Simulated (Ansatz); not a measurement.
## H: 7 runs along one coordinate

System: H (I4/mmm, 2 atoms in the cell).
Method: Kohn-Sham DFT of a periodic cell, PBE, all-electron LAPW, scalar-relativistic, no spin polarisation (Ansatz 0.2.0).

The 7 runs differ only in the geometry, by an even scaling of the cell at fixed fractional positions. The structure derives from a Materials Project entry.

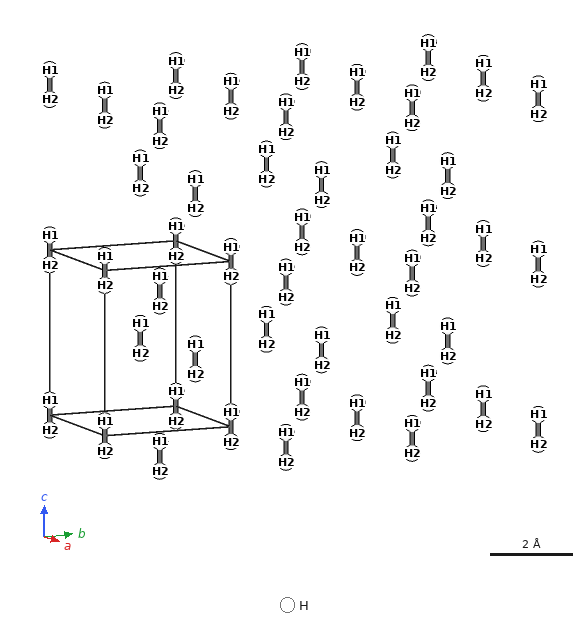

Figure 1. The structure of run 4 (ball-and-stick view of the cell 2 times as large as that of the calculation, set on its symmetry axes, repeated 2 × 3 × 2, seen slightly off an axis; atoms are numbered from 1 in the order of the input).

### Input of run 4
```yaml
crystal:
  lattice:
    - [-1.69153447, 1.69153447, 2.05847399]
    - [1.69153447, -1.69153447, 2.05847399]
    - [1.69153447, 1.69153447, -2.05847399]
  atoms:
    - { symbol: H, position: [0.09013771, 0.09013771, 0.0] }
    - { symbol: H, position: [0.90986229, 0.90986229, 0.0] }
kpoints:
  mp_grid: { grid: [11, 11, 11] }
scf:
  occupations: { method: fermi_dirac, width: 0.05 }
hamiltonian:
  xc: pbe
  pseudopotentials: { kind: all_electron, lapw: { basis_error: 0.0005 } }
output:
  forces: true
  stress: true
  eigenvalues: true
```

Command:
```bash
ansatz run input.yaml --threads 1 --pin off --max-ram 3072MiB --backend cpu --events-out ev --progress --plain --runs-dir out
```

Run 5 differs from it as follows:
```diff
-    - [-1.69153447, 1.69153447, 2.05847399]
-    - [1.69153447, -1.69153447, 2.05847399]
-    - [1.69153447, 1.69153447, -2.05847399]
+    - [-1.7027370115, 1.7027370115, 2.0721066654]
+    - [1.7027370115, -1.7027370115, 2.0721066654]
+    - [1.7027370115, 1.7027370115, -2.0721066654]
```

### Results, with one run withheld

| run | volume per atom (Å³) | free energy per atom, from the lowest run given (meV) | pressure (GPa) | gap on the mesh (eV) |
| --- | --- | --- | --- | --- |
| 1 | 11.073 | 7.74 | 1.99 | 9.11 |
| 2 | 11.309 | 5.12 | 1.58 | 9.09 |
| 3 | 11.544 | 3.08 | 1.19 | 9.07 |
| 4 | 11.780 | 1.59 | 0.84 | 9.05 |
| 5 | 12.015 | ? | ? | ? |
| 6 | 12.251 | 0.08 | 0.20 | 9.01 |
| 7 | 12.487 | 0.00 | −0.09 | 8.99 |

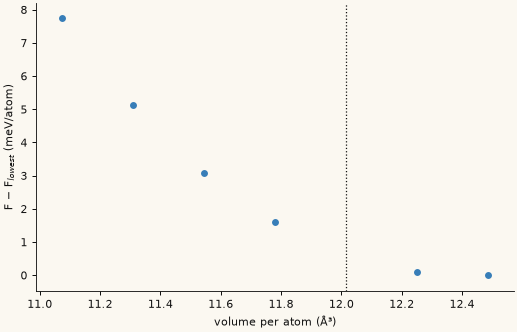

Figure 2. Free energy per atom of the runs given; the dotted line marks run 5.

What should run 5 give?

A cubic polynomial in V^(−2/3) (the Birch–Murnaghan form), fitted to the 6 runs given, misses them by under 0.01 meV per atom. With x = V^(−2/3) − 0.19378 Å⁻², it reads F = 1.9016 + 523.44 x + 34747 x² − 1.2267e+05 x³ (meV per atom). At run 5 it gives 0.60 meV per atom, and the run itself gives 0.60. The slope of the fit gives a pressure −dF/dV of 0.51 GPa there, and the run prints 0.50 GPa. The fit has its minimum at 12.413 Å³ per atom, where V d²F/dV² gives 14.9 GPa. Cell shape and fractional positions are held, so this is the stiffness under even scaling; the relaxed bulk modulus wasn't computed. The gap on the mesh goes, without turning, from 9.11 eV in run 1 to 8.99 eV in run 7; run 5 has 9.03 eV. These are gaps of this functional on this mesh, which can miss the band edges; they aren't the measured gap.

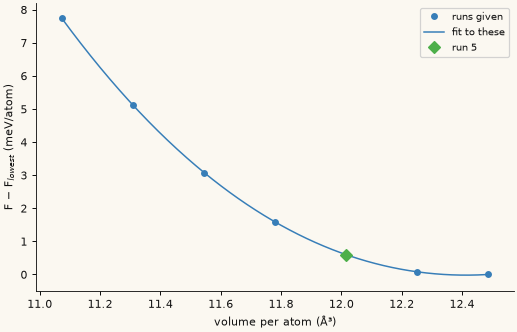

Figure 3. The fit and the withheld run.

### Output, shortened to warnings, some set-up lines, iterations and results (run 5)
```
Basis set: ecut = 802.3064894330215 eV, 1249 PW (Γ), exchange–correlation at level 2
Symmetry: 16 space group operations
k-points: 126 of 1331
Initial density: superposition of atomic densities (chi_scale 0.1, normalization cell)
[...]
SCF iter   1: F=—  HF=-32.324784 eV  |F-HF|=—  |Δ(HF+E_count)|=         —  Δρ=8.75e-2  dr2=1.42e0  ethr=7.11e-2  ⟨swp⟩=2.0  Hψ=4327  notcnv=0
SCF iter   2: F=—  HF=-31.841909 eV  |F-HF|=—  |Δ(HF+E_count)|=   4.83e-1  Δρ=3.26e-2  dr2=2.03e-1  ethr=7.11e-2  ⟨swp⟩=2.0  Hψ=1764  notcnv=0
SCF iter   3: F=—  HF=-31.759251 eV  |F-HF|=—  |Δ(HF+E_count)|=   8.27e-2  Δρ=1.91e-3  dr2=4.45e-4  ethr=1.93e-5  ⟨swp⟩=2.9  Hψ=3627  notcnv=0
SCF iter   4: F=—  HF=-31.759178 eV  |F-HF|=—  |Δ(HF+E_count)|=         —  Δρ=1.80e-4  dr2=8.98e-6  ethr=1.93e-5  ⟨swp⟩=2.0  Hψ=1482  notcnv=0
SCF iter   5: F=-31.759180 eV  HF=-31.759180 eV  |F-HF|=1.73e-8  |Δ(HF+E_count)|=   2.13e-6  Δρ=1.67e-5  dr2=4.41e-8  ethr=4.49e-7  ⟨swp⟩=2.0  Hψ=1424  notcnv=0
SCF 1 converged in 5 iterations: F = -31.759180 eV  dr2 = 4.41e-8
SCF converged after 5 iterations
Free energy (F): -31.759180 eV
Harris-Foulkes:  -31.759180 eV  (|F-HF|=1.73e-8)
Internal energy: -31.759180 eV  (E = F + TS)
E sigma→0 (E₀):  -31.759180 eV
Fermi energy:    -3.500902 eV
--- Per-component energies (eV) ---
  E_band       = -17.692258
  E_kinetic    = 31.022965
  E_xc         = -18.843836
  E_electrostatic = -43.938309  (all electrons and nuclei)
  E_smearing   = -0.000000  (= −TS)
  E_closure    = 0.000000  (closes the sum)
  E_atoms      = -24.976494  (free atoms, spherical and without spin; not in F)
  Σ components = -31.759180   (vs F -31.759180, Δ=0.00e0)
  Basis errors (estimates in eV, not in F): energy 4.0e-4 per atom: plane waves 3.9e-4 (2.5e-4 summed), levels above the bands 1.4e-123, relativity 8.0e-10, radial functions 3.7e-6, core shells 0.0e0; eigenvalues (radial functions only) 1.5e-4; not estimated: angular momenta, meshes, grids; target …
--- Forces (eV/Å), atoms counted from 1 ---
  atom   1  H     -0.00000000     0.00000000     0.09456722
  atom   2  H      0.00000000     0.00000000    -0.09456722
  max |Σ_I F_I| component: 4.34e-18 eV/Å
--- Stress (GPa, compression-positive) ---
        0.328356       0.000000       0.000000
        0.000000       0.328356       0.000000
        0.000000       0.000000       0.854271
  P = ⅓ Tr σ = 0.5037 GPa (5.037 kbar)
```
